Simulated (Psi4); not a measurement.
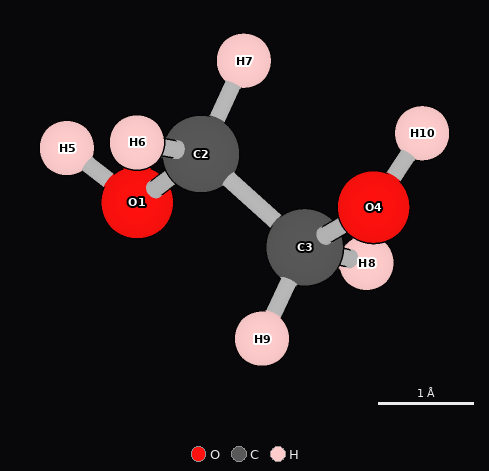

Fig. 1: The structure (ball-and-stick view, seen at a tilt; atoms are numbered from 1 in the order of the input).

**Single-point calculation, with input and output: C2H6O2**

- system: C2H6O2, multiplicity 3
- method: DSD-PBEP86/6-31G*, UKS (Psi4 1.11)

The geometry is that of the parent species in another charge or spin state. The geometry comes from this level: PBE0-D4/def2-TZVP.

## Output
```
=> Loading Basis Set <=

    Name: 6-31G*
    Role: ORBITAL
    Keyword: BASIS

         ---------------------------------------------------------
                                   SCF
                              UKS Reference
                        1 Threads,   1525 MiB Core
         ---------------------------------------------------------

  ==> Geometry <==

    Molecular point group: c1
    Full point group: C1

    Geometry (in Angstrom), charge = 0, multiplicity = 3:

       Center              X                  Y                   Z               Mass
    ------------   -----------------  -----------------  -----------------  -----------------
         O           -1.757036091525     0.112918589466    -0.345608943188    15.994914619570
         C           -0.405836091525     0.514918589466    -0.393908943188    12.000000000000
         C            0.400263908475    -0.490481410534     0.400991056812    12.000000000000
         O            1.772363908475    -0.166481410534     0.415891056812    15.994914619570
         H           -2.293736091525     0.776418589466    -0.783108943188     1.007825032230
         H           -0.258036091525     1.512918589466     0.038691056812     1.007825032230
         H           -0.034836091525     0.540718589466    -1.430708943188     1.007825032230
         H            0.218963908475    -1.497481410534     0.003691056812     1.007825032230
         H            0.066063908475    -0.482781410534     1.440391056812     1.007825032230
         H            2.124663908475    -0.290681410534    -0.468708943188     1.007825032230

  Running in c1 symmetry.

  Rotational constants: A =      1.00964  B =      0.13316  C =      0.12428 [cm^-1]
  Rotational constants: A =  30268.28111  B =   3992.14214  C =   3725.95075 [MHz]
  Nuclear repulsion =  130.713669437011305

  Charge       = 0
  Multiplicity = 3
  Electrons    = 34
  Nalpha       = 18
  Nbeta        = 16

  ==> Algorithm <==

  SCF Algorithm Type is PK.
  DIIS enabled.
  MOM disabled.
  Fractional occupation disabled.
  Guess Type is SAD.
  Energy threshold   = 1.00e-09
  Density threshold  = 1.00e-08
  Integral threshold = 1.00e-12

  ==> Primary Basis <==

  Basis Set: 6-31G*
    Blend: 6-31G*
    Number of shells: 36
    Number of basis functions: 68
    Number of Cartesian functions: 72
    Spherical Harmonics?: true
    Max angular momentum: 2

  ==> DFT Potential <==

   => LibXC <=

    Version 7.1.2

   => Composite Functional: DSD-PBEP86 <=

    DSD-PBEP86 SCS Double Hybrid XC Functional (not dispersion corrected)

    Deriv               =              1
    GGA                 =           TRUE
    Meta                =          FALSE

    Exchange Hybrid     =           TRUE
    MP2 Hybrid          =           TRUE

   => Exchange Functionals <=

    0.2800     XC_GGA_X_PBE

   => Exact (HF) Exchange <=

    0.7200               HF

   => Correlation Functionals <=

    0.4400     XC_GGA_C_P86

   => MP2 Correlation <=

    MP2 SCS Hybrid      =           TRUE
    MP2 OS Alpha        =       0.510000
    MP2 SS Alpha        =       0.360000

   => LibXC Density Thresholds  <==

    XC_GGA_C_P86:  1.00E-15
    XC_GGA_X_PBE:  1.00E-15

   => Molecular Quadrature <=

    Radial Scheme          =       TREUTLER
    Pruning Scheme         =           NONE
    Nuclear Scheme         =       TREUTLER

    Blocking Scheme        =         OCTREE
    BS radius alpha        =              1
    Pruning alpha          =              1
    Radial Points          =             99
    Spherical Points       =            590
    Total Points           =         548665
    Total Blocks           =           3923
    Max Points             =            256
    Max Functions          =             67
    Weights Tolerance      =       1.00E-15

  ==> Integral Setup <==

  Using in-core PK algorithm.
   Calculation information:
      Number of atoms:                  10
      Number of AO shells:              36
      Number of primitives:             84
      Number of atomic orbitals:        72
      Number of basis functions:        68

      Integral cutoff                 1.00e-12
      Number of threads:                 1

  Performing in-core PK
  Using 5506062 doubles for integral storage.
  We computed 211458 shell quartets total.
  Whereas there are 222111 unique shell quartets.

  ==> DiskJK: Disk-Based J/K Matrices <==

    J tasked:                  Yes
    K tasked:                  Yes
    wK tasked:                  No
    Memory [MiB]:              183
    Schwarz Cutoff:          1E-12

  Cached 100.0% of DFT collocation blocks in 0.939 [GiB].

  Minimum eigenvalue in the overlap matrix is 5.5221067111E-03.
  Reciprocal condition number of the overlap matrix is 1.1147534257E-03.
    Using symmetric orthogonalization.

  ==> Pre-Iterations <==

  SCF Guess: Superposition of Atomic Densities via on-the-fly atomic UHF (no occupation information).

   -------------------------
    Irrep   Nso     Nmo
   -------------------------
     A         68      68
   -------------------------
    Total      68      68
   -------------------------

  ==> Iterations <==

                        Total Energy        Delta E     RMS |[F,P]|

   @UKS iter SAD:  -228.71859032954046   -2.28719e+02   0.00000e+00
   @UKS iter   1:  -228.92197752768720   -2.03387e-01   7.92038e-03 DIIS/ADIIS
   @UKS iter   2:  -228.99324238993609   -7.12649e-02   7.22887e-03 DIIS/ADIIS
   @UKS iter   3:  -229.09201677346792   -9.87744e-02   1.42840e-03 DIIS/ADIIS
   @UKS iter   4:  -229.11167846267927   -1.96617e-02   1.02119e-03 DIIS/ADIIS
   @UKS iter   5:  -229.13288602194817   -2.12076e-02   9.58662e-04 DIIS/ADIIS
   @UKS iter   6:  -229.14998283904234   -1.70968e-02   5.59304e-04 DIIS/ADIIS
   @UKS iter   7:  -229.15480579404502   -4.82296e-03   3.37794e-04 DIIS/ADIIS
   @UKS iter   8:  -229.15638906721122   -1.58327e-03   2.54496e-04 DIIS/ADIIS
   @UKS iter   9:  -229.15702550611365   -6.36439e-04   5.95211e-05 DIIS
   @UKS iter  10:  -229.15706408299243   -3.85769e-05   3.30238e-05 DIIS
   @UKS iter  11:  -229.15708278224892   -1.86993e-05   1.68337e-05 DIIS
   @UKS iter  12:  -229.15708762892513   -4.84668e-06   9.67196e-06 DIIS
   @UKS iter  13:  -229.15708924213564   -1.61321e-06   6.85623e-06 DIIS
   @UKS iter  14:  -229.15709054496153   -1.30283e-06   4.97502e-06 DIIS
   @UKS iter  15:  -229.15709108046761   -5.35506e-07   2.43275e-06 DIIS
   @UKS iter  16:  -229.15709123860591   -1.58138e-07   1.10963e-06 DIIS
   @UKS iter  17:  -229.15709126539522   -2.67893e-08   3.68798e-07 DIIS
   @UKS iter  18:  -229.15709126719312   -1.79790e-09   1.15779e-07 DIIS
   @UKS iter  19:  -229.15709126733137   -1.38243e-10   4.58808e-08 DIIS
   @UKS iter  20:  -229.15709126734473   -1.33582e-11   2.04403e-08 DIIS
   @UKS iter  21:  -229.15709126734816   -3.43903e-12   7.06763e-09 DIIS
  Energy and wave function converged.

  ==> Post-Iterations <==

   Electrons on quadrature grid:
      Nalpha   =   18.0000003442 ; deviation = 3.442e-07
      Nbeta    =   16.0000002621 ; deviation = 2.621e-07
      Ntotal   =   34.0000006063 ; deviation = 6.063e-07

   @Spin Contamination Metric:   6.624304094E-03
   @S^2 Expected:                2.000000000E+00
   @S^2 Observed:                2.006624304E+00
   @S   Expected:                1.000000000E+00
   @S   Observed:                1.000000000E+00

    Orbital Energies [Eh]
    ---------------------

    Alpha Occupied:

       1A    -20.239695     2A    -20.082407     3A    -10.944300
       4A    -10.926246     5A     -1.428712     6A     -1.271160
       7A     -0.967834     8A     -0.813659     9A     -0.756441
      10A     -0.721600    11A     -0.658075    12A     -0.638822
      13A     -0.576831    14A     -0.541941    15A     -0.514736
      16A     -0.458101    17A     -0.411917    18A     -0.084701

    Alpha Virtual:

      19A      0.141836    20A      0.199669    21A      0.210451
      22A      0.226259    23A      0.257622    24A      0.270757
      25A      0.329611    26A      0.343931    27A      0.618100
      28A      0.663050    29A      0.679445    30A      0.697240
      31A      0.784756    32A      0.804188    33A      0.910736
      34A      0.947742    35A      0.968599    36A      0.998412
      37A      1.019672    38A      1.033620    39A      1.058191
      40A      1.078684    41A      1.109911    42A      1.145378
      43A      1.206079    44A      1.280170    45A      1.350440
      46A      1.482112    47A      1.569886    48A      1.590628
      49A      1.746634    50A      1.759589    51A      1.786660
      52A      1.837400    53A      1.954496    54A      1.967311
      55A      2.118020    56A      2.145422    57A      2.209628
      58A      2.230215    59A      2.334232    60A      2.420017
      61A      2.484071    62A      2.588140    63A      2.600606
      64A      2.654090    65A      2.736349    66A      2.798419
      67A      3.032007    68A      3.073262

    Beta Occupied:

       1A    -20.193190     2A    -20.081557     3A    -10.944241
       4A    -10.926613     5A     -1.292971     6A     -1.266568
       7A     -0.944853     8A     -0.802293     9A     -0.708816
      10A     -0.656487    11A     -0.611367    12A     -0.594278
      13A     -0.533446    14A     -0.519163    15A     -0.457117
      16A     -0.409589

    Beta Virtual:

      17A     -0.067534    18A      0.145129    19A      0.177520
      20A      0.211940    21A      0.229197    22A      0.253802
      23A      0.281735    24A      0.302446    25A      0.336693
      26A      0.352752    27A      0.627131    28A      0.680480
      29A      0.693572    30A      0.703218    31A      0.792413
      32A      0.835463    33A      0.951269    34A      0.952039
      35A      0.983008    36A      1.012350    37A      1.037217
      38A      1.044785    39A      1.083198    40A      1.124760
      41A      1.149865    42A      1.192996    43A      1.226044
      44A      1.292802    45A      1.369351    46A      1.496412
      47A      1.580771    48A      1.608766    49A      1.759031
      50A      1.799827    51A      1.841867    52A      1.854798
      53A      1.966076    54A      1.986407    55A      2.120471
      56A      2.174485    57A      2.226950    58A      2.242546
      59A      2.343493    60A      2.439026    61A      2.494369
      62A      2.600892    63A      2.641820    64A      2.664668
      65A      2.746338    66A      2.803994    67A      3.048015
      68A      3.074798

    Final Occupation by Irrep:
              A
    DOCC [    16 ]
    SOCC [     2 ]
    NA   [    18 ]
    NB   [    16 ]

  @UKS Final Energy:  -229.15709126734816

   => Energetics <=

    Nuclear Repulsion Energy =            130.7136694370113048
    One-Electron Energy =                -570.6018500188338294
    Two-Electron Energy =                 219.3484777159489738
    DFT Exchange-Correlation Energy =      -8.6173884014745887
    Empirical Dispersion Energy =           0.0000000000000000
    VV10 Nonlocal Energy =                  0.0000000000000000
    Total Energy =                       -229.1570912673481644

  UHF NO Occupations:
  HONO-2 :   16  A 1.9985193
  HONO-1 :   17  A 1.0000000
  HONO-0 :   18  A 1.0000000
  LUNO+0 :   19  A 0.0014807
  LUNO+1 :   20  A 0.0009979
  LUNO+2 :   21  A 0.0004966
  LUNO+3 :   22  A 0.0002430

Computation Completed

Properties will be evaluated at   0.000000,   0.000000,   0.000000 [a0]

Properties computed using the SCF density matrix

 Multipole Moments:

 ------------------------------------------------------------------------------------
     Multipole            Electronic (a.u.)      Nuclear  (a.u.)        Total (a.u.)
 ------------------------------------------------------------------------------------

 L = 1.  Multiply by 2.5417464519 to convert [e a0] to [Debye]
 Dipole X            :          1.0386531           -0.1657802            0.8728729
 Dipole Y            :         -1.0180814            0.5238926           -0.4941888
 Dipole Z            :          0.8721595           -1.1243947           -0.2522353
 Magnitude           :                                                    1.0342883

 ------------------------------------------------------------------------------------

	total time  =         20 seconds =       0.33 minutes

   => Loading Basis Set <=

    Name: (6-31G* AUX)
    Role: RIFIT
    Keyword: DF_BASIS_MP2

	 --------------------------------------------------------
	                          DF-MP2
	      2nd-Order Density-Fitted Moller-Plesset Theory
	              UMP2 Wavefunction,   1 Threads

	 --------------------------------------------------------

	 --------------------------------------------------------
	                 NBF =    68, NAUX =   308
	 --------------------------------------------------------
	   CLASS    FOCC     OCC    AOCC    AVIR     VIR    FVIR
	   ALPHA       4      18      14      50      50       0
	    BETA       4      16      12      52      52       0
	 --------------------------------------------------------

	-----------------------------------------------------------
	 ==================> DF-MP2 Energies <====================
	-----------------------------------------------------------
	 Reference Energy          =    -229.1570912673481644 [Eh]
	 Singles Energy            =      -0.0000000000000000 [Eh]
	 Same-Spin Energy          =      -0.1684402802723646 [Eh]
	 Opposite-Spin Energy      =      -0.4799683522195309 [Eh]
	 Correlation Energy        =      -0.6484086324918954 [Eh]
	 Total Energy              =    -229.8054998998400720 [Eh]
	-----------------------------------------------------------
	 ================> DF-SCS-MP2 Energies <==================
	-----------------------------------------------------------
	 SCS Same-Spin Scale       =       0.3600000000000000 [-]
	 SCS Opposite-Spin Scale   =       0.5100000000000000 [-]
	 SCS Same-Spin Energy      =      -0.0606385008980512 [Eh]
	 SCS Opposite-Spin Energy  =      -0.2447838596319608 [Eh]
	 SCS Correlation Energy    =      -0.6321087827542252 [Eh]
	 SCS Total Energy          =    -229.7892000501023801 [Eh]
	-----------------------------------------------------------

    DSD-PBEP86 Energy Summary
    -------------------------
    DFT Reference Energy                  =  -229.1570912673481644
    Scaled MP2 Correlation                =    -0.3054223605300120
    @Final double-hybrid DFT total energy =  -229.4625136278781667

	total time  =          1 seconds =       0.02 minutes
```

## Standard output
```
energy: -6243.993036 eV
```

This output came from the following input.

## The input (c2h6o2_ase.py)
```python
import numpy as np
from ase.calculators.psi4 import Psi4
from ase import Atoms

mol = Atoms(['O', 'C', 'C', 'O', 'H', 'H', 'H', 'H', 'H', 'H'], positions=[
    [-1.732000, 0.054800, -0.233100],
    [-0.380800, 0.456800, -0.281400],
    [0.425300, -0.548600, 0.513500],
    [1.797400, -0.224600, 0.528400],
    [-2.268700, 0.718300, -0.670600],
    [-0.233000, 1.454800, 0.151200],
    [-0.009800, 0.482600, -1.318200],
    [0.244000, -1.555600, 0.116200],
    [0.091100, -0.540900, 1.552900],
    [2.149700, -0.348800, -0.356200],
])
calc = Psi4(atoms=mol, method='dsd-pbep86', basis='6-31G*', memory='1600MB', num_threads=1, charge=0, multiplicity=3, label='c2h6o2', reference='uks')
calc.psi4.set_options({'puream': True, 'e_convergence': 1e-09, 'd_convergence': 1e-08, 'scf_type': 'pk', 'dft_radial_points': 99, 'dft_spherical_points': 590, 'num_frozen_docc': 4, 'maxiter': 100})
mol.calc = calc

print(f'energy: {mol.get_potential_energy():.6f} eV')
```

Command:
```bash
python c2h6o2_ase.py
```

## Results in brief

| quantity | value |
| --- | --- |
| outcome | converged |
| total energy | −229.462514 hartree |
| SCF energy | −229.157091 hartree |
| basis functions | 68 |
| ⟨S²⟩ | 2.007 |
| hardware | 1 thread of Intel Xeon (Granite Rapids), 64 GiB of memory available, shared host |
| wall time | 22 s |
| peak memory | 1.3 GiB |
